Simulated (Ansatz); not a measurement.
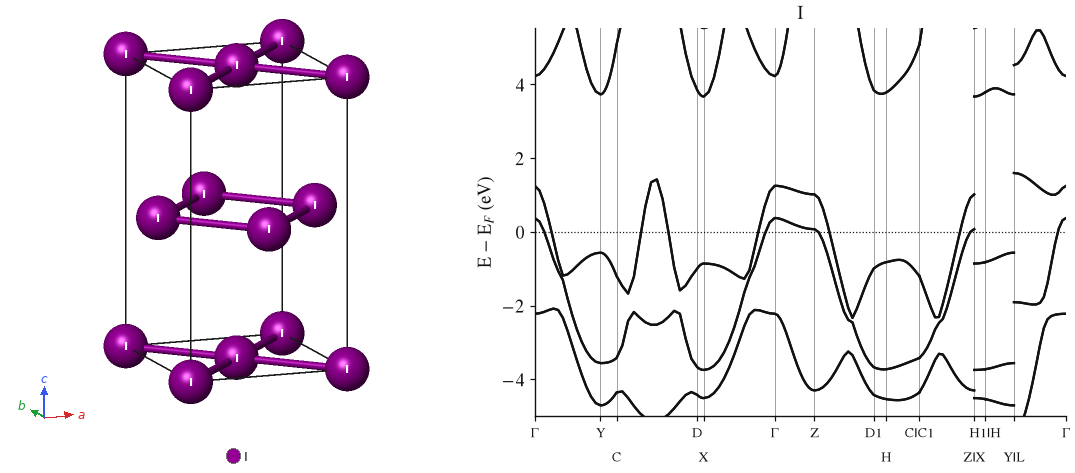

Band structure, beside the structure. Energies are counted from the Fermi level.

Structure: I, space group Fmmm (No. 69), 1 atom in the primitive cell; a = 4.57 Å, b = 4.48 Å, c = 3.23 Å, α = 70.58°, β = 67.69°, γ = 41.73°.

Ansatz 0.2.0; PBEsol, Ansatz PAW, spin-orbit coupling, no magnetisation, 9×9×9 k mesh, 420 eV cutoff, Fermi-Dirac smearing of 0.05 eV.

**Does this material conduct, going by its bands?**

A metal: 4 spinor bands cross the Fermi level along this path (the two partners of a degenerate pair count as two).

**Which levels at Γ lie nearest to the Fermi level?**

At Γ the nearest levels lie 2.22 eV below and 0.38 eV above the Fermi level.

The PAW data sets were made with another functional. In reduced coordinates of the cell that was run, Y is (0.5, 0, 0.5), C is (0.5, 0.114, 0.614), D is (0.05, 0.5, 0.55), X is (0, 0.5, 0.5), Z is (0.5, 0.5, 0), D1 is (0.95, 0.5, 0.45), H is (0.862, 0.362, 0.5), C1 is (0.5, 0.886, 0.386), H1 is (0.138, 0.638, 0.5) and L is (0.5, 0.5, 0.5).
